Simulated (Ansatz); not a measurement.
# Two runs on Ag

System: Ag (1 atom in the cell).
Method of run 1: Kohn-Sham DFT of a periodic cell, LDA, all-electron LAPW, scalar-relativistic, no spin polarisation (Ansatz 0.2.0).

The structure derives from an entry of the Crystallography Open Database. Text and figures count atoms from 1; the logs count them from 0 in places.

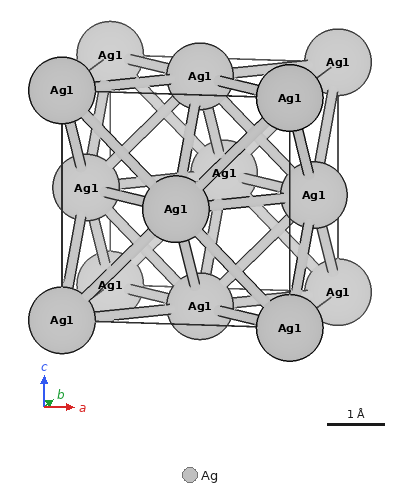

Figure 1. The input geometry (ball-and-stick view of the cell 4 times as large as that of the calculation, set on its symmetry axes, seen slightly off an axis; atoms are numbered from 1 in the order of the input).

**Input file, run 1**
```yaml
crystal:
  lattice:
    - [0.0, 2.04275, 2.04275]
    - [2.04275, 0.0, 2.04275]
    - [2.04275, 2.04275, 0.0]
  atoms:
    - { symbol: Ag, position: [0.0, 0.0, 0.0] }
kpoints:
  mp_grid: { grid: [11, 11, 11] }
scf:
  occupations: { method: fermi_dirac, width: 0.05 }
hamiltonian:
  xc: lda
  pseudopotentials: { kind: all_electron, lapw: { basis_error: 0.001 } }
output:
  forces: true
  stress: true
relax:
  f_tol: 0.01
  max_steps: 60
  cell: {}
```

Launched with:
```bash
ansatz run input.yaml --threads 1 --pin off --max-ram 3072MiB --backend cpu --events-out ev --progress --plain --runs-dir out
```

Hardware: 1 thread of Intel Xeon (Sapphire Rapids), 16 GiB of memory available, shared host.

**Output, shortened to warnings, some set-up lines, iterations and results (run 1)**
```
Basis set: ecut = 257.681714159707 eV, 169 PW (Γ), exchange–correlation at level 2
Symmetry: 48 space group operations
k-points: 56 of 1331
Initial density: superposition of atomic densities (chi_scale 0.1, normalization cell)
[...]
SCF iter   1: F=—  HF=-144524.326654 eV  |F-HF|=—  |Δ(HF+E_count)|=         —  Δρ=2.50e-2  dr2=6.71e-2  ethr=3.51e-4  ⟨swp⟩=2.8  Hψ=5677  notcnv=0
SCF iter   2: F=—  HF=-144524.102007 eV  |F-HF|=—  |Δ(HF+E_count)|=   2.25e-1  Δρ=2.18e-3  dr2=6.36e-4  ethr=3.35e-6  ⟨swp⟩=2.2  Hψ=4007  notcnv=0
SCF iter   3: F=—  HF=-144524.026360 eV  |F-HF|=—  |Δ(HF+E_count)|=   7.56e-2  Δρ=3.69e-3  dr2=1.36e-3  ethr=3.35e-6  ⟨swp⟩=3.0  Hψ=2602  notcnv=0
SCF iter   4: F=—  HF=-144524.023754 eV  |F-HF|=—  |Δ(HF+E_count)|=   2.61e-3  Δρ=5.67e-4  dr2=3.03e-5  ethr=3.35e-6  ⟨swp⟩=2.0  Hψ=2110  notcnv=0
SCF iter   5: F=—  HF=-144524.023729 eV  |F-HF|=—  |Δ(HF+E_count)|=   2.51e-5  Δρ=2.61e-5  dr2=1.18e-7  ethr=1.60e-7  ⟨swp⟩=2.0  Hψ=2110  notcnv=0
[... 21 lines ...]
relax step   4: F+E_penalty+E_count = -144524.05109497 eV  Δ(F+E_penalty+E_count) = -6.422e-4 eV  max|allowed force component| = 0.000e0 eV/Å  Δτ_max = 0.0000 Å  P = +0.004 …
SCF iter   1: F=—  HF=-144524.051095 eV  |F-HF|=—  |Δ(HF+E_count)|=         —  Δρ=9.87e-7  dr2=7.87e-11  ethr=1.00e-12  ⟨swp⟩=7.5  Hψ=6188  notcnv=0  reapply=36
SCF iter   2: F=-144524.051095 eV  HF=-144524.051095 eV  |F-HF|=1.46e-10  |Δ(HF+E_count)|=   1.48e-9  Δρ=7.99e-7  dr2=5.14e-11  ethr=1.00e-12  ⟨swp⟩=2.0  Hψ=2109  notcnv=0
SCF 5 converged in 2 iterations: F = -144524.051095 eV  dr2 = 5.14e-11
relax step   5: F+E_penalty+E_count = -144524.05109524 eV  Δ(F+E_penalty+E_count) = -2.625e-7 eV  max|allowed force component| = 0.000e0 eV/Å  Δτ_max = 0.0000 Å  P = +0.003 …
basis re-selected at this cell: Δ(F+E_penalty+E_count) = -2.625e-7 eV, ΔP = -0.000 GPa vs the last step (what re-selecting the basis moved, after the strain that the cell walked since its last selection, with what the two solves' SCF thresholds leave and, on support functions, any second-order …
SCF converged after 2 iterations
Free energy (F): -144524.051095 eV
Harris-Foulkes:  -144524.051095 eV  (|F-HF|=1.46e-10)
Internal energy: -144524.049086 eV  (E = F + TS)
E sigma→0 (E₀):  -144524.050091 eV
Entropy (-TS):   -0.002009 eV (-2.009 meV/atom)
Fermi energy:    20.188566 eV
--- Per-component energies (eV) ---
  E_band       = -185.567162
  E_kinetic    = 151068.379368
  E_xc         = -3932.828295
  E_electrostatic = -291659.600159  (all electrons and nuclei)
  E_smearing   = -0.002009  (= −TS)
  E_closure    = 0.000000  (closes the sum)
  E_atoms      = -144520.248869  (free atoms, spherical and without spin; not in F)
  Σ components = -144524.051095   (vs F -144524.051095, Δ=0.00e0)
  Basis errors (estimates in eV, not in F): energy 2.4e-4 per atom: plane waves 2.3e-4 (1.2e-4 summed), levels above the bands 1.3e-144, relativity 2.7e-9, radial functions 8.7e-6, core shells 2.0e-6; eigenvalues (radial functions only) 3.8e-6; not estimated: angular momenta, meshes, grids; target …
--- Forces (eV/Å), atoms counted from 1 ---
  atom   1  Ag    -0.00000000    -0.00000000    -0.00000000
  max |Σ_I F_I| component: 6.57e-32 eV/Å
--- Stress (GPa, compression-positive) ---
        0.003418       0.000000       0.000000
        0.000000       0.003418      -0.000000
        0.000000      -0.000000       0.003418
  P = ⅓ Tr σ = 0.0034 GPa (0.034 kbar)
--- Relaxed structure (4 steps of the walk, 3 accepted, 1 SCFs on fresh bases) ---
  F+E_penalty+E_count = -144524.05109524 eV   max|allowed force component| = 0.000e0 eV/Å   (the final SCF, on the basis selected at the relaxed cell)
  cell:  # Å, volume = 15.9749 Å³
    - [1.0190742843256838e-34, 1.998951941878188, 1.998951941878188]
    - [1.998951941878188, 1.7196881833556953e-34, 1.998951941878188]
    - [1.998951941878188, 1.998951941878188, 1.9107645123358456e-35]
  atoms:
    - { symbol: Ag, position: [0.0, 0.0, 0.0] }
```

For run 2 the input was changed thus:
```diff
-  xc: lda
+  xc: pbe
+  dispersion: d3bj
-  f_tol: 0.01
+  f_tol: 0.005
```

What does this change do to the results?

The total energies belong to different models, so their difference says nothing on which is more stable or more accurate. The volume per atom goes from 15.97 to 16.85 Å³. The functional changes from LDA to PBE. The SCF takes 16 iterations over all geometry steps against 21.

**Output, shortened to warnings, some set-up lines, iterations and results (run 2)**
```
Basis set: ecut = 257.7919868594326 eV, 169 PW (Γ), exchange–correlation at level 2
Symmetry: 48 space group operations
k-points: 56 of 1331
Initial density: superposition of atomic densities (chi_scale 0.1, normalization cell)
[...]
SCF iter   1: F=—  HF=-144657.124555 eV  |F-HF|=—  |Δ(HF+E_count)|=         —  Δρ=2.37e-2  dr2=6.09e-2  ethr=3.19e-4  ⟨swp⟩=2.9  Hψ=5698  notcnv=0
SCF iter   2: F=—  HF=-144656.938447 eV  |F-HF|=—  |Δ(HF+E_count)|=   1.86e-1  Δρ=1.11e-3  dr2=1.64e-4  ethr=8.62e-7  ⟨swp⟩=2.9  Hψ=4140  notcnv=0
SCF iter   3: F=—  HF=-144656.883752 eV  |F-HF|=—  |Δ(HF+E_count)|=   5.47e-2  Δρ=3.96e-3  dr2=1.61e-3  ethr=8.62e-7  ⟨swp⟩=3.0  Hψ=2546  notcnv=0
SCF iter   4: F=—  HF=-144656.882530 eV  |F-HF|=—  |Δ(HF+E_count)|=   1.22e-3  Δρ=6.12e-4  dr2=3.60e-5  ethr=8.62e-7  ⟨swp⟩=2.9  Hψ=2249  notcnv=0
SCF iter   5: F=—  HF=-144656.882552 eV  |F-HF|=—  |Δ(HF+E_count)|=   2.17e-5  Δρ=3.28e-5  dr2=1.18e-7  ethr=1.89e-7  ⟨swp⟩=2.0  Hψ=2110  notcnv=0
[... 14 lines ...]
relax step   3: F+E_penalty+E_count = -144656.88342189 eV  Δ(F+E_penalty+E_count) = -5.598e-4 eV  max|allowed force component| = 0.000e0 eV/Å  Δτ_max = 0.0000 Å  P = -0.034 …
SCF iter   1: F=—  HF=-144656.883422 eV  |F-HF|=—  |Δ(HF+E_count)|=         —  Δρ=1.62e-6  dr2=2.36e-10  ethr=1.15e-12  ⟨swp⟩=7.9  Hψ=6200  notcnv=0  reapply=33
SCF iter   2: F=-144656.883422 eV  HF=-144656.883422 eV  |F-HF|=3.49e-10  |Δ(HF+E_count)|=   5.07e-7  Δρ=1.07e-6  dr2=1.00e-10  ethr=1.15e-12  ⟨swp⟩=3.0  Hψ=2511  notcnv=0
SCF 4 converged in 2 iterations: F = -144656.883422 eV  dr2 = 1.00e-10
relax step   4: F+E_penalty+E_count = -144656.88342211 eV  Δ(F+E_penalty+E_count) = -2.253e-7 eV  max|allowed force component| = 0.000e0 eV/Å  Δτ_max = 0.0000 Å  P = -0.034 …
basis re-selected at this cell: Δ(F+E_penalty+E_count) = -2.253e-7 eV, ΔP = +0.000 GPa vs the last step (what re-selecting the basis moved, after the strain that the cell walked since its last selection, with what the two solves' SCF thresholds leave and, on support functions, any second-order …
SCF converged after 2 iterations
Free energy (F): -144656.883422 eV
Harris-Foulkes:  -144656.883422 eV  (|F-HF|=3.49e-10)
Internal energy: -144656.880908 eV  (E = F + TS)
E sigma→0 (E₀):  -144656.882165 eV
Entropy (-TS):   -0.002514 eV (-2.514 meV/atom)
Fermi energy:    19.334501 eV
--- Per-component energies (eV) ---
  E_band       = -202.000688
  E_kinetic    = 151249.430955
  E_xc         = -4066.892279
  E_electrostatic = -291838.823120  (all electrons and nuclei)
  E_disp       = -0.596464  (pairwise vdW)
  E_smearing   = -0.002514  (= −TS)
  E_closure    = 0.000000  (closes the sum)
  E_atoms      = -144653.584547  (free atoms, spherical and without spin; not in F)
  Σ components = -144656.883422   (vs F -144656.883422, Δ=0.00e0)
  Basis errors (estimates in eV, not in F): energy 2.3e-4 per atom: plane waves 2.3e-4 (1.2e-4 summed), levels above the bands 4.9e-141, relativity 5.1e-8, radial functions 5.5e-6, core shells 1.3e-6; eigenvalues (radial functions only) 3.7e-6; not estimated: angular momenta, meshes, grids; target …
--- Forces (eV/Å), atoms counted from 1 ---
  atom   1  Ag     0.00000000     0.00000000     0.00000000
  max |Σ_I F_I| component: 9.04e-32 eV/Å
--- Stress (GPa, compression-positive) ---
       -0.034168      -0.000000       0.000000
       -0.000000      -0.034168      -0.000000
        0.000000      -0.000000      -0.034168
  P = ⅓ Tr σ = -0.0342 GPa (-0.342 kbar)
--- Relaxed structure (3 steps of the walk, 3 accepted, 1 SCFs on fresh bases) ---
  F+E_penalty+E_count = -144656.88342211 eV   max|allowed force component| = 0.000e0 eV/Å   (the final SCF, on the basis selected at the relaxed cell)
  cell:  # Å, volume = 16.8456 Å³
    - [1.4967655346630795e-34, 2.03462885318989, 2.03462885318989]
    - [2.03462885318989, 1.4489964218546833e-34, 2.03462885318989]
    - [2.03462885318989, 2.03462885318989, -8.757670681539296e-35]
  atoms:
    - { symbol: Ag, position: [0.0, 0.0, 0.0] }
```

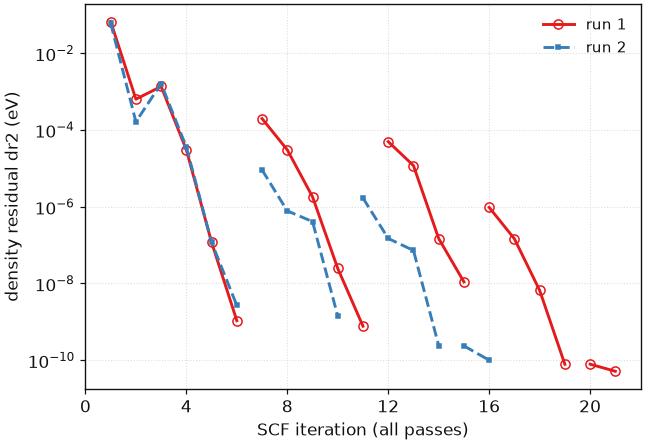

Figure 2. Convergence of the two runs: density residual dr2 against the SCF iteration. A break in a curve parts two SCF passes. Run 1 takes 21 iterations in all, and run 2 takes 16.

**The two runs side by side**

| quantity | run 1 | run 2 |
| --- | --- | --- |
| outcome | converged | converged |
| free energy per atom (eV) | −144524.0511 | −144656.8834 |
| energy per atom, smearing taken to zero (eV) | −144524.0501 | −144656.8822 |
| pressure (GPa) | 0.00 | −0.03 |
| volume per atom (Å³) | 15.97 | 16.85 |
| largest force (eV/Å) | 0.000 | 0.000 |
| SCF iterations | 21 | 16 |
| irreducible k-points | 56 | 56 |
| wall time (shared host) | 13 s | 12 s |
